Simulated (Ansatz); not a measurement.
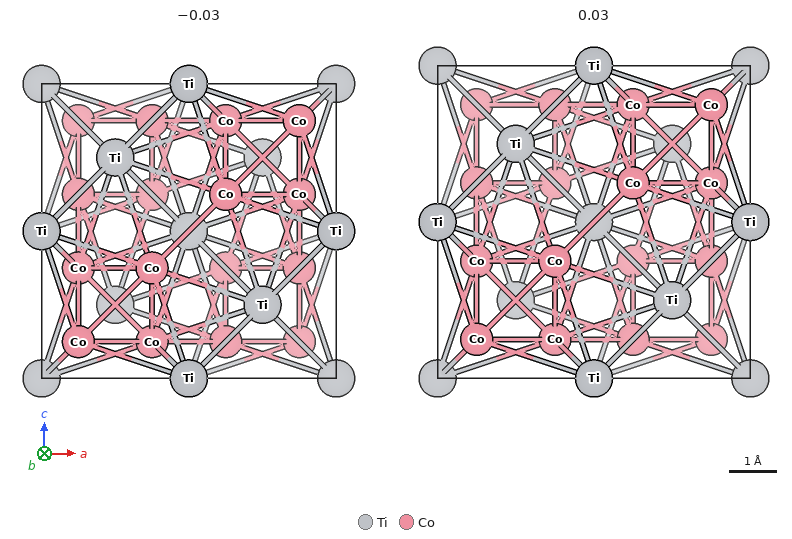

Solid TiCo2 (set up in Fd-3m), under equal strain along all axes (cell held, atoms fixed by symmetry), with energies (extrapolated to zero smearing) counted from the relaxed crystal, which is the row at zero. The picture shows the first and the last member. Style: ball-and-stick. Shown: the conventional cell (4 times the calculation's cell), along the b axis. Lengths and directions refer to the drawn axes.

Computed with Ansatz 0.2.0: DFT PBEsol, scalar-relativistic, plane waves, PAW. (plane-wave cutoff 420 eV; k-point mesh 10 × 10 × 10; occupations gaussian; smearing width 0.1 eV; no spin polarisation)

| strain | energy (meV/atom) | a (Å) |
| --- | --- | --- |
| −0.03 | 75.74 | 6.356 |
| −0.02 | ? | ? |
| −0.01 | 7.78 | 6.487 |
| 0.0 | 0.00 | 6.553 |
| 0.01 | 7.48 | 6.618 |
| 0.02 | 28.71 | 6.684 |
| 0.03 | 62.32 | 6.749 |

Q: One row is withheld. What does the calculation give there?

A: A parabola through three neighbouring rows (−0.03, −0.01, 0.0) gives, with Lagrange weights, (0.3333)(75.74) + (1.0000)(7.78) + (−0.3333)(0.00) = 33.02 meV/atom. The calculation gives 32.43 meV/atom (a = 6.422 Å). The estimate is 0.59 meV/atom too high. From the first member to the last: Ti–Ti 2.752 → 2.922 Å, Co–Ti 2.635 → 2.798 Å, Co–Co 2.247 → 2.386 Å.

The whole series:

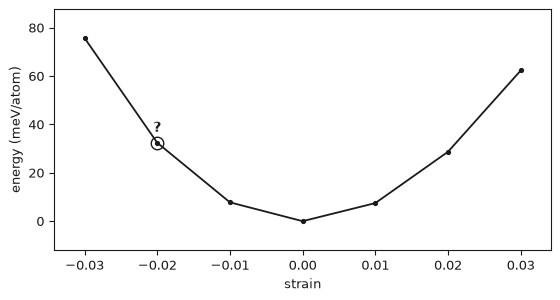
